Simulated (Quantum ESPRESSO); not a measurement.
# KBr (Fm-3m): zone-centre phonons, part 2 of 4

Aim: the zone-centre modes of KBr (Fm-3m).

Quantum ESPRESSO 7.5; DFT LDA, scalar-relativistic, plane waves, PseudoDojo norm-conserving pseudopotentials.

So far. Step 2 (A first look): A gap of 4.0 eV opens on this mesh, so the crystal is taken as an insulator; the start stands at -1.7 GPa. Step 4 (Self-consistent run for the response): The cell stands at -0.001 GPa, close enough for phonons.

## (5) Linear response at Γ

At q = 0 one unit cell holds all displacements; symmetry groups them into irreducible representations that are solved one by one. The response to a field gives ε∞ and the Born charges, which polar modes need.

ph.in

```
phonons
 &inputph
    prefix='x',
    outdir='./tmp',
    fildyn='g.dyn',
    tr2_ph=1.0d-18,
    epsil=.true.,
 /
0.000000000000 0.000000000000 0.000000000000
```

On the command line:

```bash
> OMP_NUM_THREADS=1 mpirun -n 4 ph.x -nk 4 -in ph.in > ph.out
```

What it wrote:

```text
[banners, grids, parts of the stress and lines that vanish by symmetry left out]
[banner, memory and clock lines left out]
Program PHONON v.7.5

     ./tmp/x.save/

     IMPORTANT: XC functional enforced from input :
     Exchange-correlation= PW
                           (   1   4   0   0   0   0   0)
     Any further DFT definition will be discarded
     Please, verify this is what you really want

     G-vector sticks info

     Reading collected, re-writing distributed wavefunctions in ./tmp/

     Number and degeneracy of irreps per q-point
       N         xq(1)         xq(2)         xq(3)   N irreps
       1   0.000000000   0.000000000   0.000000000       2
        3   3

     Calculation of q =    0.0000000   0.0000000   0.0000000

     phonons

     bravais-lattice index     =            0
     lattice parameter (alat)  =       8.5117  a.u.
     unit-cell volume          =     436.0542 (a.u.)^3
     number of atoms/cell      =            2
     number of atomic types    =            2
     kinetic-energy cut-off    =      79.0000  Ry
     charge density cut-off    =     316.0000  Ry
     convergence threshold     =      1.0E-18
     beta                      =       0.7000
     number of iterations used =            4
     Exchange-correlation= PW
                           (   1   4   0   0   0   0   0)

     celldm(1)=    8.51174  celldm(2)=    0.00000  celldm(3)=    0.00000
     celldm(4)=    0.00000  celldm(5)=    0.00000  celldm(6)=    0.00000

     crystal axes: (cart. coord. in units of alat)
               a(1) = ( -0.7071  0.0000  0.7071 )
               a(2) = (  0.0000  0.7071  0.7071 )
               a(3) = ( -0.7071  0.7071  0.0000 )

     reciprocal axes: (cart. coord. in units 2 pi/alat)
               b(1) = ( -0.7071 -0.7071  0.7071 )
               b(2) = (  0.7071  0.7071  0.7071 )
               b(3) = ( -0.7071  0.7071 -0.7071 )

     Atoms inside the unit cell:

     Cartesian axes

     site n.  atom      mass           positions (alat units)
        1  K      39.0983   tau(    1) = (    0.00000    0.00000    0.00000  )
        2  Br     79.9040   tau(    2) = (   -0.70711    0.70711    0.70711  )

     Computing dynamical matrix for
                    q = (   0.0000000   0.0000000   0.0000000 )

     49 Sym.Ops. (with q -> -q+G )

     G cutoff =  579.9150  (  41151 G-vectors)     FFT grid: ( 50, 50, 50)
     number of k points=    29
                       cart. coord. in units 2pi/alat
        k(    1) = (   0.0000000   0.0000000   0.0000000), wk =   0.0039062
        k(    2) = (  -0.0883883   0.0883883  -0.0883883), wk =   0.0312500
        k(    3) = (  -0.1767767   0.1767767  -0.1767767), wk =   0.0312500
        [... further k-points left out ...]

     PseudoPot. # 1 for K  read from file:
     ./pseudo/K.upf
     Pseudo is Norm-conserving + core correction, Zval =  9.0
     Using radial grid of 2170 points,  6 beta functions with:
                l(1) =   0
                l(2) =   0
                l(3) =   1
                l(4) =   1
                l(5) =   2
                l(6) =   2

     PseudoPot. # 2 for Br read from file:
     ./pseudo/Br.upf
     Pseudo is Norm-conserving + core correction, Zval =  7.0
     Using radial grid of 1084 points,  6 beta functions with:
                l(1) =   0
                l(2) =   0
                l(3) =   1
                l(4) =   1
                l(5) =   2
                l(6) =   2

     Mode symmetry, O_h (m-3m)  point group:

     Electric field:
     Dielectric constant
     Born effective charges as d Force / d E

     Atomic displacements:
     There are    2 irreducible representations

     Representation     1      3 modes -  To be done

     Representation     2      3 modes -  To be done

     Alpha used in Ewald sum =   2.8000

     Electric Fields Calculation

      iter #   1   av.it.:   7.0
      thresh= 1.000E-02 alpha_mix =  0.700 |ddv_scf|^2 =  8.621E-08

      iter #   2   av.it.:  12.3
      thresh= 2.936E-05 alpha_mix =  0.700 |ddv_scf|^2 =  7.991E-09

      iter #   3   av.it.:  12.2
      thresh= 8.939E-06 alpha_mix =  0.700 |ddv_scf|^2 =  4.867E-11

      iter #   4   av.it.:  11.9
      thresh= 6.977E-07 alpha_mix =  0.700 |ddv_scf|^2 =  1.382E-12

      iter #   5   av.it.:  12.3
      thresh= 1.176E-07 alpha_mix =  0.700 |ddv_scf|^2 =  1.078E-13

      iter #   6   av.it.:  12.4
      thresh= 3.283E-08 alpha_mix =  0.700 |ddv_scf|^2 =  2.030E-16

      iter #   7   av.it.:  12.2
      thresh= 1.425E-09 alpha_mix =  0.700 |ddv_scf|^2 =  1.287E-17

      iter #   8   av.it.:  12.1
      thresh= 3.587E-10 alpha_mix =  0.700 |ddv_scf|^2 =  6.463E-20

     End of electric fields calculation

          Dielectric constant in cartesian axis

          (       2.762462115      -0.000000000       0.000000000 )
          (      -0.000000000       2.762462115       0.000000000 )
          (       0.000000000       0.000000000       2.762462115 )

          Effective charges (d Force / dE) in cartesian axis without acoustic sum rule applied (asr)

           atom    1  K     Mean Z*:        1.10200
      Ex  (        1.10200       -0.00000       -0.00000 )
      Ey  (       -0.00000        1.10200        0.00000 )
      Ez  (       -0.00000        0.00000        1.10200 )
           atom    2  Br    Mean Z*:       -1.10291
      Ex  (       -1.10291       -0.00000       -0.00000 )
      Ey  (       -0.00000       -1.10291        0.00000 )
      Ez  (       -0.00000        0.00000       -1.10291 )

          Effective charges Sum: Mean:       -0.00092
             -0.00092       -0.00000       -0.00000
             -0.00000       -0.00092        0.00000
             -0.00000        0.00000       -0.00092

          Effective charges (d Force / dE) in cartesian axis with asr applied:
           atom    1  K     Mean Z*:        1.10246
      E*x (        1.10246        0.00000       -0.00000 )
      E*y (        0.00000        1.10246       -0.00000 )
      E*z (       -0.00000        0.00000        1.10246 )
           atom    2  Br    Mean Z*:       -1.10246
      E*x (       -1.10246       -0.00000        0.00000 )
      E*y (       -0.00000       -1.10246        0.00000 )
      E*z (        0.00000       -0.00000       -1.10246 )

     Representation #   1 modes #   1   2   3

     Self-consistent Calculation

      iter #   1   av.it.:   6.0
      thresh= 1.000E-02 alpha_mix =  0.700 |ddv_scf|^2 =  9.250E-08

      iter #   2   av.it.:  12.3
      thresh= 3.041E-05 alpha_mix =  0.700 |ddv_scf|^2 =  1.045E-08

      iter #   3   av.it.:  12.4
      thresh= 1.022E-05 alpha_mix =  0.700 |ddv_scf|^2 =  1.454E-10

      iter #   4   av.it.:  12.9
      thresh= 1.206E-06 alpha_mix =  0.700 |ddv_scf|^2 =  8.899E-12

      iter #   5   av.it.:  12.7
      thresh= 2.983E-07 alpha_mix =  0.700 |ddv_scf|^2 =  1.131E-13

      iter #   6   av.it.:  12.5
      thresh= 3.363E-08 alpha_mix =  0.700 |ddv_scf|^2 =  4.325E-16

[...]
End of self-consistent calculation

     Convergence has been achieved

     Representation #   2 modes #   4   5   6

     Self-consistent Calculation

[...]
iter #   2   av.it.:  12.8
      thresh= 6.086E-05 alpha_mix =  0.700 |ddv_scf|^2 =  6.440E-08

      iter #   3   av.it.:  12.6
      thresh= 2.538E-05 alpha_mix =  0.700 |ddv_scf|^2 =  4.973E-10

      iter #   4   av.it.:  12.4
      thresh= 2.230E-06 alpha_mix =  0.700 |ddv_scf|^2 =  1.079E-11

      iter #   5   av.it.:  12.8
      thresh= 3.285E-07 alpha_mix =  0.700 |ddv_scf|^2 =  2.573E-13

      iter #   6   av.it.:  12.7
      thresh= 5.073E-08 alpha_mix =  0.700 |ddv_scf|^2 =  5.500E-16

      iter #   7   av.it.:  12.3
      thresh= 2.345E-09 alpha_mix =  0.700 |ddv_scf|^2 =  1.764E-17

      iter #   8   av.it.:  12.8
      thresh= 4.200E-10 alpha_mix =  0.700 |ddv_scf|^2 =  1.072E-20

     End of self-consistent calculation

     Convergence has been achieved

     Number of q in the star =    1
     List of q in the star:
          1   0.000000000   0.000000000   0.000000000

          Dielectric constant in cartesian axis

          (       2.762462115      -0.000000000       0.000000000 )
          (      -0.000000000       2.762462115       0.000000000 )
          (       0.000000000       0.000000000       2.762462115 )

          Effective charges (d Force / dE) in cartesian axis without acoustic sum rule applied (asr)

           atom    1  K     Mean Z*:        1.10200
      Ex  (        1.10200       -0.00000       -0.00000 )
      Ey  (       -0.00000        1.10200        0.00000 )
      Ez  (       -0.00000        0.00000        1.10200 )
           atom    2  Br    Mean Z*:       -1.10291
      Ex  (       -1.10291       -0.00000       -0.00000 )
      Ey  (       -0.00000       -1.10291        0.00000 )
      Ez  (       -0.00000        0.00000       -1.10291 )

          Effective charges Sum: Mean:       -0.00092
             -0.00092       -0.00000       -0.00000
             -0.00000       -0.00092        0.00000
             -0.00000        0.00000       -0.00092

          Effective charges (d Force / dE) in cartesian axis with asr applied:
           atom    1  K     Mean Z*:        1.10246
      E*x (        1.10246        0.00000       -0.00000 )
      E*y (        0.00000        1.10246       -0.00000 )
      E*z (       -0.00000        0.00000        1.10246 )
           atom    2  Br    Mean Z*:       -1.10246
      E*x (       -1.10246       -0.00000        0.00000 )
      E*y (       -0.00000       -1.10246        0.00000 )
      E*z (        0.00000       -0.00000       -1.10246 )

     Diagonalizing the dynamical matrix

     q = (    0.000000000   0.000000000   0.000000000 )

 **************************************************************************
     freq (    1) =      -0.024794 [THz] =      -0.827027 [cm-1]
     freq (    2) =      -0.024794 [THz] =      -0.827027 [cm-1]
     freq (    3) =      -0.024794 [THz] =      -0.827027 [cm-1]
     freq (    4) =       3.898806 [THz] =     130.050175 [cm-1]
     freq (    5) =       3.898806 [THz] =     130.050175 [cm-1]
     freq (    6) =       3.898806 [THz] =     130.050175 [cm-1]
 **************************************************************************

     Mode symmetry, O_h (m-3m)  point group:

     freq (   1-   3) =         -0.8  [cm-1]   --> T_1u G_15  G_4- I
     freq (   4-   6) =        130.1  [cm-1]   --> T_1u G_15  G_4- I
```

Wall time 5.6 min (4 MPI ranks of Arm Neoverse N1, shared host); 22 min of CPU time.

Read from the output:

* miss of the charge sum rule: 9.10e-4 e
* largest acoustic frequency at the zone centre before the sum rule: -0.83 cm⁻¹
* highest optical zone-centre mode (no LO-TO term): 130.1 cm⁻¹
* lowest optical zone-centre mode: 130.1 cm⁻¹
* mean high-frequency dielectric constant: 2.763
* largest Born charge in size (third of the trace): 1.103 e

Born charge (rows field, columns displacement), before the sum rule (e), principal values of the symmetric part by kind of site:

```
atom  atoms with these values    low  middle   high   mean
  K1                        1   1.10    1.10   1.10   1.10
 Br2                        1  -1.10   -1.10  -1.10  -1.10
```

In full for Br2:

```
-1.10  0.00  0.00
 0.00 -1.10  0.00
 0.00  0.00 -1.10
```

High-frequency dielectric tensor:

```
2.76 0.00 0.00
0.00 2.76 0.00
0.00 0.00 2.76
```

The acoustic modes at Γ come out as far as 0.8 cm⁻¹ from zero, where they should vanish, a small numerical error; the Born charges miss their sum rule by 9.1e-4 e, which is good.

## (6) Zone-centre analysis

A rigid shift of the crystal must cost nothing, but grids and finite bases break this; the acoustic sum rule is imposed before the matrix is diagonalised again. With Born charges the intensities follow, and the static dielectric tensor.

dynmat.in

```
 &input
    fildyn='g.dyn',
    asr='simple',
    fileig='dynmat.eig',
    lperm=.true.,
 /
```

On the command line:

```bash
> dynmat.x -in dynmat.in > dynmat.out
```

What it wrote:

```text
[banner, memory and clock lines left out]
Program DYNMAT v.7.5

     Reading Dynamical Matrix from file g.dyn
     ...Force constants read
     ...epsilon and Z* read
     A direction for q was not specified:TO-LO splitting will be absent

     Polarizability (A^3 units)
     multiply by 0.629926 for Clausius-Mossotti correction
         9.062621   -0.000000    0.000000
        -0.000000    9.062621    0.000000
         0.000000    0.000000    9.062621

     IR activities are in (D/A)^2/amu units

# mode   [cm-1]    [THz]      IR
    1     -0.00   -0.0000    0.0000
    2      0.00    0.0000    0.0000
    3      0.00    0.0000    0.0000
    4    130.06    3.8990    1.0681
    5    130.06    3.8990    1.0681
    6    130.06    3.8990    1.0681

Electronic dielectric permittivity tensor (relative, adimensional)
         2.762462   -0.000000    0.000000
        -0.000000    2.762462    0.000000
         0.000000    0.000000    2.762462

 ... with zone-center polar mode contributions
         4.846759   -0.000000    0.000000
        -0.000000    4.846759    0.000000
         0.000000    0.000000    4.846759
```

The job ended after 0.49 s (1 thread).

Read from the output:

* mean static dielectric constant: 4.847

Unit eigenvectors of the mass-weighted matrix after the sum rule; no LO-TO term. Modes at Γ, with each element's share of the kinetic energy:

```
mode  frequency (cm⁻¹)  symmetry  K %  Br %
   1               0.0  acoustic   33    67
   2               0.0  acoustic   33    67
   3               0.0  acoustic   33    67
   4             130.1       T1u   67    33
   5             130.1       T1u   67    33
   6             130.1       T1u   67    33
```

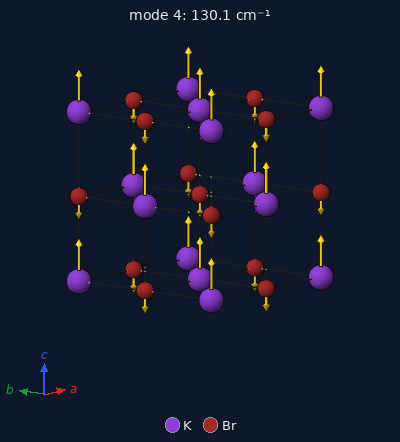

Displacement patterns of mode 4 at Γ; arrows are exaggerated. Some periodic images of atoms are drawn too.

Degenerate modes summed, no LO-TO term. Lines of the infrared spectrum (strongest = 100):

```
position (cm⁻¹)  lines merged  label  IR intensity, relative
            130             3    T1u                     100
```

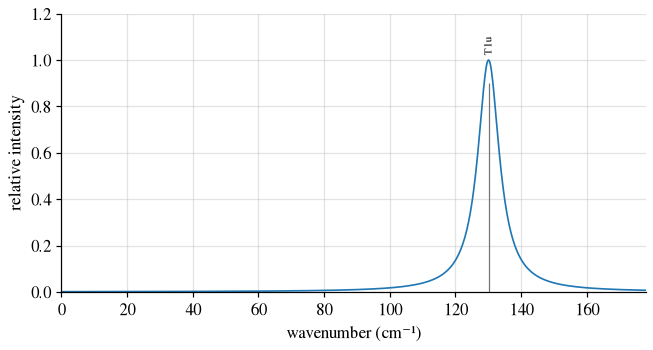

The infrared spectrum, broadened with Lorentzians of width 8 cm⁻¹; bars mark the lines.

Static dielectric tensor (ions relaxed, fixed cell):

```
4.85 0.00 0.00
0.00 4.85 0.00
0.00 0.00 4.85
```

The rule moves no optical mode by more than 0.1 cm⁻¹.

## (7) The LO-TO splitting (1 0 0)

A longitudinal polar mode sets up a macroscopic field that stiffens it; the term hangs on the direction from which q goes to zero.

dynmat.in

```
 &input
    fildyn='g.dyn',
    asr='simple',
    fileig='dynmat.eig',
    q(1)=1.0,
    q(2)=0.0,
    q(3)=0.0,
 /
```

On the command line:

```bash
> dynmat.x -in dynmat.in > dynmat.out
```

What it wrote:

```text
[banner, memory and clock lines left out]
Program DYNMAT v.7.5

     Reading Dynamical Matrix from file g.dyn
     ...Force constants read
     ...epsilon and Z* read

     Polarizability (A^3 units)
     multiply by 0.629926 for Clausius-Mossotti correction
         9.062621   -0.000000    0.000000
        -0.000000    9.062621    0.000000
         0.000000    0.000000    9.062621

     IR activities are in (D/A)^2/amu units

# mode   [cm-1]    [THz]      IR
    1     -0.00   -0.0000    0.0000
    2     -0.00   -0.0000    0.0000
    3      0.00    0.0000    0.0000
    4    130.06    3.8990    1.0681
    5    130.06    3.8990    1.0681
    6    172.27    5.1646    1.0681
```

Elapsed: 0.48 s, on 1 thread.

Numbers from this step:

* highest mode moved by the LO-TO term: 172.3 cm⁻¹

Zone-centre frequencies as printed; negative means imaginary. Modes:

```
mode  frequency (cm⁻¹)
   1                 0
   2                 0
   3                 0
   4             130.1
   5             130.1
   6             172.3
```

The field moves one mode, from 130 to 172 cm⁻¹; the others stay.

## (8) Self-consistent run for the response, volume × 0.94

Bonds stiffen under compression, so frequencies follow the volume; the atoms are not relaxed anew.

scf.in

```
 &control
    calculation='scf',
    prefix='x',
    outdir='./tmp',
    pseudo_dir='./pseudo',
    tprnfor=.true.,
    tstress=.true.,
 /
 &system
    ibrav=0,
    nat=2,
    ntyp=2,
    ecutwfc=79.0,
    occupations='fixed',
    nbnd=10,
 /
 &electrons
    conv_thr=1.0d-12,
    mixing_beta=0.7,
    electron_maxstep=100,
 /
ATOMIC_SPECIES
 K      39.0983  K.upf
 Br     79.9040  Br.upf
CELL_PARAMETERS angstrom
    -3.119947256    0.000000000    3.119947256
     0.000000000    3.119947256    3.119947256
    -3.119947256    3.119947256    0.000000000
ATOMIC_POSITIONS crystal
 K      0.000000000   0.000000000   0.000000000
 Br     0.500000000   0.500000000   0.500000000
K_POINTS automatic
 8 8 8 0 0 0
```

On the command line:

```bash
> OMP_NUM_THREADS=1 mpirun -n 4 pw.x -nk 4 -in scf.in > scf.out
```

What it wrote:

```text
[banners, grids, parts of the stress and lines that vanish by symmetry left out]
[banner, memory and clock lines left out]
Program PWSCF v.7.5

[...]
kinetic-energy cutoff     =      79.0000  Ry
     charge density cutoff     =     316.0000  Ry
     scf convergence threshold =      1.0E-12
[...]
Exchange-correlation= SLA  PW   NOGX NOGC
                           (   1   4   0   0   0   0   0)
[...]
48 Sym. Ops., with inversion, found
[...]
number of k points=    29
[...]
End of self-consistent calculation
[...]
highest occupied, lowest unoccupied level (ev):     2.1201    6.6372
!    total energy              =     -91.66542597 Ry
[...]
convergence has been achieved in  10 iterations
[...]
atom    1 type  1   force =    -0.00000000   -0.00000000    0.00000000
     atom    2 type  2   force =    -0.00000000   -0.00000000   -0.00000000
     Total force =     0.000000     Total SCF correction =     0.000000
[...]
total   stress  (Ry/bohr**3)                   (kbar)     P=       14.65
[...]
XML data file, charge density, pseudopotentials, collected wavefunctions
```

Elapsed: 14 s, on 4 MPI ranks; 58 s of CPU time.

This step gave:

```
volume per atom   : 30.37 Å³
pressure          : 1.465 GPa
gap on the k-mesh : 4.517 eV
```

[end of part 2 of 4]

[Host names and launcher messages were left out of these logs when they were recorded.]

[Logs are printed without paths, hosts, clocks, repeated set-up lines and the standing remarks that a program may print on its own settings, such as how far it seeks lower states.]

[Hosts, paths, dates, database ids (printed as entryN), source tags and the programs' standing remarks are cut or masked in the printed files.]
